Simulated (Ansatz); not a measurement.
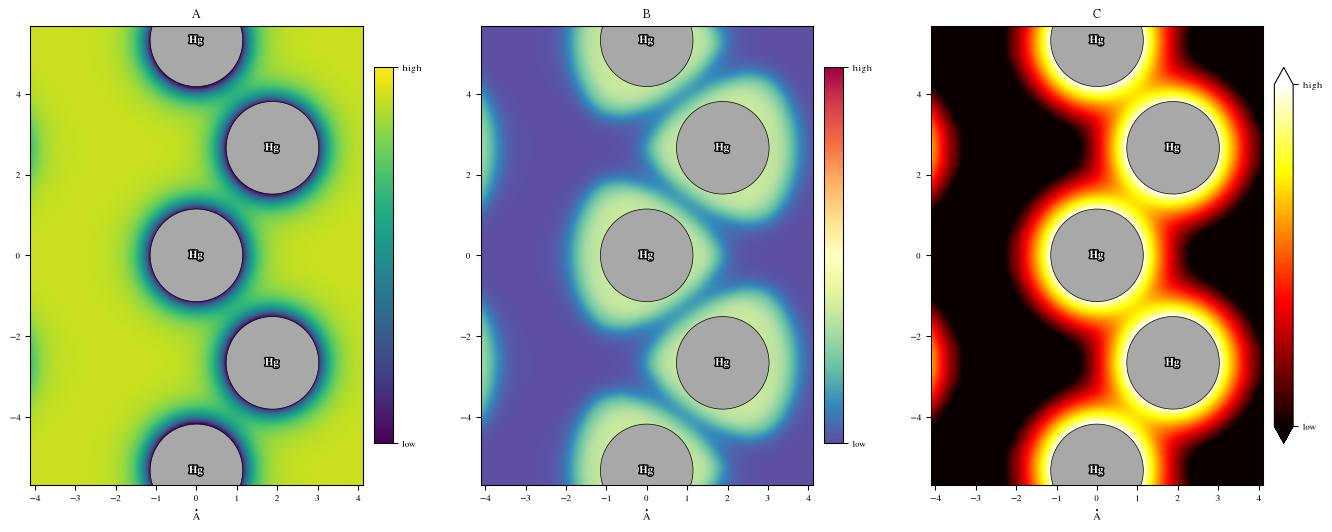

Hg: 3 fields on the (110) plane of the conventional cell, with unlabelled colour scales. Grey discs cover the atomic cores.

Space group Fd-3m; set up as Hg, diamond; a generated structure, not necessarily the stable one.

All numbers below come from DFT, PBE, plane waves (420 eV) with PAW, scalar-relativistic (Ansatz).

### Which field does each panel show? The fields are: electron localisation function, electrostatic potential energy of an electron and valence pseudo-density.

Panel A: electrostatic potential energy of an electron (low next to the atoms, rising into the space between them). Panel B: electron localisation function. Panel C: valence pseudo-density. From the grid: Hg–Hg (3.26 Å): ρ at the midpoint is about 0.14 e/Å³; the ELF is about 0.15 at the midpoint: no shared electron pair shows on this line.
